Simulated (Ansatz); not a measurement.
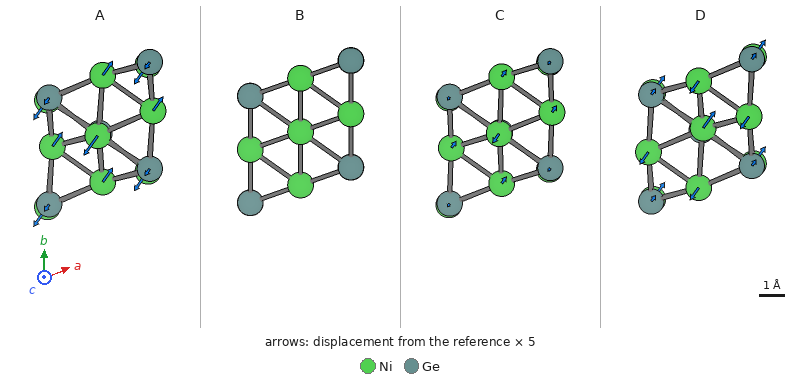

A scan of solid Ni3Ge (Pm-3m): a normal mode of wave vector (1/2, 1/2, 1/2) of the primitive cell, folded into a doubled cell, (one arbitrary combination within a set of 3 degenerate modes) is frozen in with the cell fixed, the amplitude being the largest displacement of an atom. Style: ball-and-stick. Shown: the cell of the calculation, along the c axis. Blue arrows: displacements from the reference.

The calculation used Ansatz 0.2.0, DFT PBEsol, scalar-relativistic, plane waves, PAW. (plane-wave cutoff 420 eV; k-point mesh 12 × 12 × 12; occupations gaussian; smearing width 0.15 eV; no spin polarisation). Energies (free energies at the smearing named) are counted from the relaxed crystal.

Q: Rank the frames from lowest to highest energy.

A: Lowest first: B (the amplitude 0.00 Å, 0 meV/cell), C (the amplitude −0.10 Å, 438 meV/cell), D (the amplitude 0.175 Å, 1357 meV/cell), A (the amplitude −0.20 Å, 1780 meV/cell). Over the whole scan: the harmonic wavenumber of the mode is 299 cm⁻¹, a stable vibration. The lowest computed point lies at the amplitude 0.00 Å (0 meV/cell). The end points stand at 1780 meV/cell (−0.20 Å) and 1780 meV/cell (0.20 Å). The well is symmetric. At the highest point the shortest interatomic distance is 2.26 Å, against 2.49 Å in the reference.

Limits of the set-up: an element that often carries a moment was run without spin polarisation.
